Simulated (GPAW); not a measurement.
# Near-edge structure at the Se K edge of zinc-blende (ZnSe)₁₋ₓ(CdSe)ₓ at x = 0.875

Aim: the Se K edge in zinc-blende (ZnSe)₁₋ₓ(CdSe)ₓ at x = 0.875, one member of a composition series.

Main program and level: GPAW 26.7.0; X-ray absorption from dipole matrix elements to empty bands, plane-wave PAW revPBE.

## Step 1: The structure

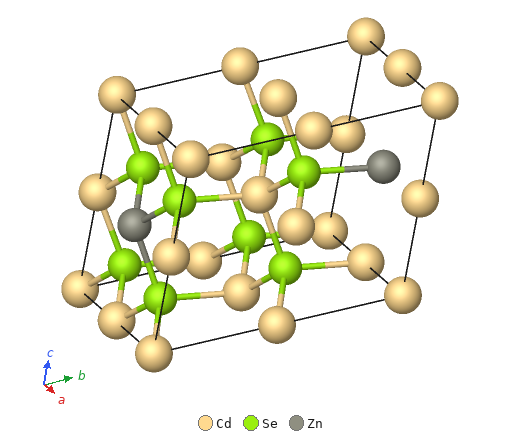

Start, viewed slightly off an axis; cadmium orange, selenium green, zinc grey. Bonds to atoms that aren't drawn are left out. Some periodic images of atoms are drawn too.

The cell holds 16 atoms: 7 Cd, 8 Se and 1 Zn. Its edges and angles: a = 8.488 Å, b = 8.488 Å, c = 8.488 Å, α = 60.0°, β = 60.0°, γ = 60.0°. 16-atom zinc-blende cell, 7 of 8 Zn sites taken by Cd at random, lattice constants typed for the ends and interpolated (Vegard).

## Step 2: Relaxation

Bond lengths around the absorber set the edge shape, so the atoms are relaxed before any spectrum.

Input file relax.py:

```python
import numpy as np
from ase import Atoms
from ase.parallel import parprint, paropen
from gpaw import GPAW, PW, FermiDirac, Mixer, MixerDif, setup_paths
from ase.optimize import BFGS

atoms = Atoms('CdSeCdSeCdSeCdSeCdSeZnSeCdSeCdSe',
    cell=[[0, 6.00225, 6.00225],
     [6.00225, 0, 6.00225],
     [6.00225, 6.00225, 0]],
    scaled_positions=[[0.000421, 0.003373, 0.001076],
     [0.124634, 0.126146, 0.128829],
     [0.002333, 0.998168, 0.500801],
     [0.124782, 0.125154, 0.62935],
     [0.997288, 0.499051, 0.998405],
     [0.128375, 0.625458, 0.125291],
     [0.996307, 0.501452, 0.502969],
     [0.127351, 0.625534, 0.626878],
     [0.498813, 0.001357, 0.005179],
     [0.628843, 0.120493, 0.125617],
     [0.500373, 0.99996, 0.497315],
     [0.625319, 0.124568, 0.625648],
     [0.499381, 0.50295, 0.999534],
     [0.621901, 0.624399, 0.128118],
     [0.4978, 0.501034, 0.502675],
     [0.626478, 0.624258, 0.623678]],
    pbc=True)
atoms.calc = GPAW(legacy_gpaw=True, mode=PW(400, force_complex_dtype=True), xc='revPBE', setups={},
    kpts={'size': (3, 3, 3), 'gamma': True}, occupations=FermiDirac(0.08),
    charge=0, mixer=Mixer(0.1, 5, 50), maxiter=150,
    convergence={'density': 0.0001, 'eigenstates': 1e-6}, txt='relax.txt')
steps = []
opt = BFGS(atoms, logfile='-')
opt.attach(lambda: steps.append([atoms.get_potential_energy(), float(np.linalg.norm(atoms.get_forces(), axis=1).max())]))
done = opt.run(fmax=0.05, steps=30)
out = dict(done=bool(done), steps=steps, frac=atoms.get_scaled_positions().tolist())
import json
with paropen('out.json', 'w') as f:
    json.dump(out, f)
```

The run is started by

```bash
OMP_NUM_THREADS=1 mpirun -n 4 gpaw python relax.py
```

Numbers of over 12 decimals in the logs are rounded to 6 here.

Output:

```text
Input parameters:
  convergence: {density: 0.0001,
                eigenstates: 1e-06}
  kpts: {gamma: True,
         size: (3, 3, 3)}
  maxiter: 150
  mixer: {backend: pulay,
          beta: 0.1,
          method: separate,
          nmaxold: 5,
          weight: 50}
  mode: {ecut: 400.0,
         force_complex_dtype: True,
         name: pw}
  occupations: {fixmagmom: False,
                name: fermi-dirac,
[...]
Forces in eV/Ang:
[...]
14 Cd    0.00610    0.03391    0.00576
 15 Se    0.01583   -0.01684    0.02285
Step     Time          Energy          fmax
BFGS:    0 02:17:57      -39.587244        1.072212
BFGS:    1 02:18:41      -39.655864        0.956211
BFGS:    2 02:19:42      -39.888004        0.242591
BFGS:    3 02:20:19      -39.891957        0.185580
BFGS:    4 02:20:56      -39.898031        0.100529
BFGS:    5 02:21:34      -39.902497        0.045933
[key lines of the parts left out:]
Converged after 6 iterations.
Dipole moment: (-27.522895, -23.081637, -26.633361) |e|*Ang
Free energy:    -39.902497
Fermi level: 4.37605
```

Wall time 5.2 min (4 MPI ranks of Arm Neoverse V1, shared host); peak memory 0.4 GiB.

In 5 steps the energy fell by 315 meV (energies extrapolated to zero smearing) and the largest force to 0.046 eV/Å. Atom 16 (Se; the text counts from 1, the script from 0) is among those that moved most, by 0.13 Å.

## Step 3: The field without a hole

A plain self-consistent run shows whether there is a gap, which decides the set-up of the core-hole run.

Input file scf.py:

```python
import numpy as np
from ase import Atoms
from ase.parallel import parprint, paropen
from gpaw import GPAW, PW, FermiDirac, Mixer, MixerDif, setup_paths
from gpaw.test import gen
setup_paths.insert(0, '.')
gen('Se', name='nch1s', xcname='revPBE', corehole=(1, 0, 0), write_xml=True)
from gpaw.mpi import world
world.barrier()

atoms = Atoms('CdSeCdSeCdSeCdSeCdSeZnSeCdSeCdSe',
    cell=[[0, 6.00225, 6.00225],
     [6.00225, 0, 6.00225],
     [6.00225, 6.00225, 0]],
    scaled_positions=[[0.0012055, 0.0011075, 0.0008183],
     [0.1249604, 0.1264309, 0.1277371],
     [0.998701, 0.0013139, 0.5042749],
     [0.1426692, 0.1200063, 0.6208133],
     [0.9976646, 0.5012676, 0.0012375],
     [0.1247428, 0.6249859, 0.1254647],
     [0.9988665, 0.4997034, 0.5017036],
     [0.1249078, 0.6250136, 0.6266556],
     [0.501267, 0.0016347, 0.0004658],
     [0.620928, 0.1196922, 0.1424438],
     [0.500139, 0.0003891, 0.4996907],
     [0.6193374, 0.1178663, 0.621066],
     [0.5011622, 0.4990925, 0.9989111],
     [0.6232205, 0.62536, 0.1270137],
     [0.5013853, 0.4969297, 0.5034619],
     [0.6190468, 0.6426911, 0.6195662]],
    pbc=True)
atoms.calc = calc = GPAW(legacy_gpaw=True, mode=PW(400, force_complex_dtype=True), xc='revPBE', setups={1: 'nch1s'},
    kpts={'size': (3, 3, 3), 'gamma': True}, occupations=FermiDirac(0.05),
    charge=0, mixer=Mixer(0.1, 5, 50), maxiter=150,
    convergence={'density': 0.0001, 'eigenstates': 1e-6}, txt='scf.txt')
energy = atoms.get_potential_energy() + calc.get_reference_energy()
ef = calc.get_fermi_level()
out = dict(energy=energy, fermi=ef, forces=atoms.get_forces().tolist())
parprint(f'all-electron energy {energy:.4f} eV, Fermi level {ef:.4f} eV')
ev = np.array([[calc.get_eigenvalues(k, s) for k in range(len(calc.get_ibz_k_points()))] for s in range(calc.get_number_of_spins())])
out['homo'], out['lumo'], out['counts'] = ev[ev < ef].max(), ev[ev > ef].min(), sorted(set((ev < ef).sum((0, 2)).tolist()))
out['filled'] = (ev[:, 0] < ef).sum(1).tolist()
import json
with paropen('out.json', 'w') as f:
    json.dump(out, f)
```

The run is started by

```bash
OMP_NUM_THREADS=1 mpirun -n 4 gpaw python scf.py
```

Output:

```text
Input parameters:
  convergence: {density: 0.0001,
                eigenstates: 1e-06}
  kpts: {gamma: True,
         size: (3, 3, 3)}
  maxiter: 150
  mixer: {backend: pulay,
          beta: 0.1,
          method: separate,
          nmaxold: 5,
          weight: 50}
  mode: {ecut: 400.0,
         force_complex_dtype: True,
         name: pw}
  occupations: {fixmagmom: False,
                name: fermi-dirac,
                width: 0.05}
  setups: {1: nch1s}
  xc: revPBE

Initialize ...

[... PAW data sets ...]

Reference energy: -1642985.686248  # eV

Spin-paired calculation

[... convergence settings ...]
Symmetries present (total): 1
  [... symmetry matrices ...]

27 k-points: 3 x 3 x 3 Monkhorst-Pack grid
14 k-points in the irreducible part of the Brillouin zone
       k-points in crystal coordinates                weights
   0:     0.00000000    0.00000000    0.00000000          1/27
   1:     0.00000000    0.00000000    0.33333333          2/27
   2:     0.00000000    0.33333333   -0.33333333          2/27
   3:     0.00000000    0.33333333    0.00000000          2/27
   4:     0.00000000    0.33333333    0.33333333          2/27
   5:     0.33333333   -0.33333333   -0.33333333          2/27
   6:     0.33333333   -0.33333333    0.00000000          2/27
   7:     0.33333333   -0.33333333    0.33333333          2/27
   8:     0.33333333    0.00000000   -0.33333333          2/27
   9:     0.33333333    0.00000000    0.00000000          2/27
          ...
  13:     0.33333333    0.33333333    0.33333333          2/27

Wave functions: Plane wave expansion
  Cutoff energy: 400.000 eV
  Number of coefficients (min, max): 7799, 7873
  Pulay-stress correction: 0.000000 eV/Ang^3 (de/decut=0.000000)
  Using FFTW library
  Wavefunction extrapolation:
    Improved wavefunction reuse through dual PAW basis

Occupation numbers: Fermi-Dirac:
  width: 0.0500  # eV

Eigensolver
   Davidson(niter=2)

Densities:
  Coarse grid: 40*40*40 grid
  Fine grid: 80*80*80 grid
  Total Charge: 0.000000

Density mixing:
  Method: separate
  Backend: pulay
  Linear mixing parameter: 0.1
  old densities: 5
  Width of damping distribution: 1.1
  Damping of long wavelength oscillations: 50

[... Hamiltonian set-up ...]
Number of atoms: 16
Number of atomic orbitals: 104
Number of bands in calculation: 91
Number of valence electrons: 144
Bands to converge: occupied

... initialized

Initializing position-dependent things.

Density initialized from atomic densities
Creating initial wave functions:
  91 bands from LCAO basis set

                           Cd

                  Cd          Se
                    Cd             Cd
                     Se
                          Cd
                       Se

              Se            Se
                  Zn
                   Se
         Cd
                     Se

            Se

       Cd

Atomic positions and initial magnetic moments

Positions:
   0 Cd     0.011559    0.012147    0.013883    ( 0.0000,  0.0000,  0.0000)
   1 Se     1.525580    1.516754    1.508913    ( 0.0000,  0.0000,  0.0000)
   2 Cd     3.034670    9.021237    6.002339    ( 0.0000,  0.0000,  0.0000)
   3 Se     4.446584    4.582613    1.576644    ( 0.0000,  0.0000,  0.0000)
   4 Cd     3.016161    5.995660    8.996966    ( 0.0000,  0.0000,  0.0000)
   5 Se     4.504392    1.501808    4.500059    ( 0.0000,  0.0000,  0.0000)
   6 Cd     6.010695    9.006797    8.994791    ( 0.0000,  0.0000,  0.0000)
[...]
13 Se     4.515935    4.503093    7.494292    ( 0.0000,  0.0000,  0.0000)
  14 Cd     6.004600    6.031344    5.992136    ( 0.0000,  0.0000,  0.0000)
  15 Se     7.576384    7.434465    7.573266    ( 0.0000,  0.0000,  0.0000)

Unit cell:
           periodic     x           y           z      points  spacing
  1. axis:    yes    0.000000    6.002250    6.002250    40     0.1733
  2. axis:    yes    6.002250    0.000000    6.002250    40     0.1733
  3. axis:    yes    6.002250    6.002250    0.000000    40     0.1733

  Lengths:   8.488463   8.488463   8.488463
  Angles:   60.000000  60.000000  60.000000

Effective grid spacing dv^(1/3) = 0.1891

iter:   1   -42.507898
iter:   2   -41.470597   -1.52  -1.17
iter:   3   -39.912008   -1.35  -1.25
iter:   4   -39.900299   -2.81  -1.62
iter:   5   -39.989518   -2.41  -1.70
iter:   6   -39.908100   -3.08  -2.31
iter:   7   -39.901974   -3.26  -2.46
iter:   8   -39.902153c  -4.47  -2.99
iter:   9   -39.901369c  -4.82  -3.08
iter:  10   -39.901588c  -4.84  -3.29
iter:  11   -39.901361c  -5.44  -3.52
iter:  12   -39.901422c  -5.89  -3.60
iter:  13   -39.901427c  -7.04c -3.82
iter:  14   -39.901430c  -7.44c -3.95
iter:  15   -39.901441c  -6.76c -4.00
iter:  16   -39.901441c  -7.47c -4.42c

Converged after 16 iterations.

Dipole moment: (-27.523048, -23.083801, -26.633422) |e|*Ang

Energy contributions relative to reference atoms: (reference = -1642985.686248)

Kinetic:       +181.486535
Potential:     -161.884354
External:        +0.000000
XC:             -60.262552
Entropy (-ST):   -0.000043
Local:           +0.758952
SIC:             +0.000000
--------------------------
Free energy:    -39.901462
Extrapolated:   -39.901441

Showing only first 2 kpts
 Kpt  Band  Eigenvalues  Occupancy
  0    70      3.91865    1.99961
  0    71      3.91983    1.99960
  0    72      4.71408    0.00127
  0    73      6.36458    0.00000

  1    70      3.70926    1.99999
  1    71      3.71005    1.99999
  1    72      5.96897    0.00000
  1    73      6.45934    0.00000

Fermi level: 4.34597

Gap: 0.794 eV
Transition (v -> c):
  (s=0, k=0, n=71, [0.00, 0.00, 0.00]) -> (s=0, k=0, n=72, [0.00, 0.00, 0.00])
No difference between direct/indirect transitions

Forces in eV/Ang:
  0 Cd    0.00136   -0.05883   -0.00237
  1 Se   -0.02450    0.01317   -0.02299
  2 Cd    0.04130   -0.00303    0.00009
  3 Se   -0.01535    0.02518    0.01847
  4 Cd    0.00251    0.00202    0.00073
  5 Se    0.01929    0.02091    0.02028
  6 Cd    0.00370   -0.00358   -0.05201
[...]
13 Se    0.01274   -0.01511   -0.01632
 14 Cd    0.00556    0.04474    0.00512
 15 Se    0.01251   -0.01514    0.02619
Scalar-relativistic atomic revPBE calculation for Se (Selenium, Z=34)
Core hole in 1s state (1s occupation: 2.0)
600 radial gridpoints.
|------------------------------------------------|
|------------------------------------------------|
[... the atom generator's iteration count ...]

Energy contributions:
-------------------------
Kinetic:    +2477.971916
XC:           -87.964052
Potential:  -4819.436766
-------------------------
Total:      -2429.428902

state      eigenvalue         ekin         rmax
-----------------------------------------------
1s^2.0 :  -459.271306   587.321016        0.029
2s^2.0 :   -59.039756   114.360491        0.164
2p^6.0 :   -51.947080   111.146233        0.132
3s^2.0 :    -7.844713    26.896934        0.502
3p^6.0 :    -5.622153    24.298796        0.500
3d^10.0:    -1.950171    19.203184        0.453
4s^2.0 :    -0.632740     3.600676        1.515
4p^4.0 :    -0.237876     2.227917        1.813
-----------------------------------------------
(units: Bohr and Hartree)

Generating PAW setup
Kinetic energy of the core from tauc = 2492.509997644636
Cutoffs:
rc(s)=1.600
rc(p)=1.900
rc(d)=1.600
rc(vbar)=1.440
rc(comp)=1.600
rc(nct)=1.900

Kinetic energy of the core states: 2461.858897
Charge: 0.0
Core electrons: 28.0
Valence electrons: 6.0
Pseudo-core charge: 1.075173
Shape function alpha=3.906
Pseudo-electron charge 7.361945
state    eigenvalue         norm
--------------------------------
4s(2) :    -0.632740     1.089437
*s    :     0.367260
4p(4) :    -0.237876     1.026974
*p    :     0.762124
*d    :     0.000000
--------------------------------

Diagonalizing with gridspacing h=0.050

state   all-electron     PAW
-------------------------------
4s:      -0.632740    -0.633239
4p:      -0.237876    -0.238247
*d:                    0.036915
*f:                    0.071179
-------------------------------
all-electron energy -1643025.5877 eV, Fermi level 4.3460 eV
```

Run time: 1.7 min. Hardware: 4 MPI ranks; peak memory 0.39 GiB.

The mesh shows a gap of 0.79 eV. The excited electron is kept all the same, so that all members of the series, with or without a gap, are treated alike.

## Step 4: Reference energy of the cell

The photon energy needs a difference of total energies, so the cell and mesh of the coming hole run are first run without a hole.

scf.py, as its differences from that of step 3:

```diff
@@ -32,3 +32,3 @@
 atoms.calc = calc = GPAW(legacy_gpaw=True, mode=PW(400, force_complex_dtype=True), xc='revPBE', setups={1: 'nch1s'},
-    kpts={'size': (3, 3, 3), 'gamma': True}, occupations=FermiDirac(0.05),
+    kpts={'size': (3, 3, 3), 'gamma': True}, occupations=FermiDirac(0.02),
     charge=0, mixer=Mixer(0.1, 5, 50), maxiter=150,
```

Output:

```text
Input parameters:
  convergence: {density: 0.0001,
                eigenstates: 1e-06}
  kpts: {gamma: True,
         size: (3, 3, 3)}
  maxiter: 150
  mixer: {backend: pulay,
          beta: 0.1,
          method: separate,
          nmaxold: 5,
          weight: 50}
  mode: {ecut: 400.0,
         force_complex_dtype: True,
         name: pw}
  occupations: {fixmagmom: False,
                name: fermi-dirac,
[...]
4s(2) :    -0.632740     1.089437
*s    :     0.367260
4p(4) :    -0.237876     1.026974
*p    :     0.762124
*d    :     0.000000
--------------------------------

Diagonalizing with gridspacing h=0.050

state   all-electron     PAW
-------------------------------
4s:      -0.632740    -0.633239
4p:      -0.237876    -0.238247
*d:                    0.036915
*f:                    0.071179
-------------------------------
all-electron energy -1643025.5877 eV, Fermi level 4.3271 eV
[key lines of the parts left out:]
Converged after 16 iterations.
Dipole moment: (-27.523019, -23.083761, -26.633393) |e|*Ang
Free energy:    -39.901457
Fermi level: 4.32711
```

Run time: 1.7 min. Hardware: 4 MPI ranks; peak memory 0.39 GiB.

Reference energy: -1643025.588 eV with the cores included.

(Part 1 of 2 ends here.)

[Banner, clock and machine lines of the logs are left out without a mark of their own.]

[Logs are printed without paths, hosts, clocks, repeated set-up lines and the standing remarks that a program may print on its own settings, such as how far it seeks lower states.]

[Hosts, paths, dates, database ids (printed as entryN), source tags and the programs' standing remarks are cut or masked in the printed files.]

[Lists of maxima count a maximum above −3 eV only where it reaches 4 % of the highest in the window and stands out from its surroundings by 2 % of it (1.5 % where it reaches 55 %); shoulders and weaker maxima are passed over, and of the rest the first, up to two pre-edge ones and the few strongest are named.]
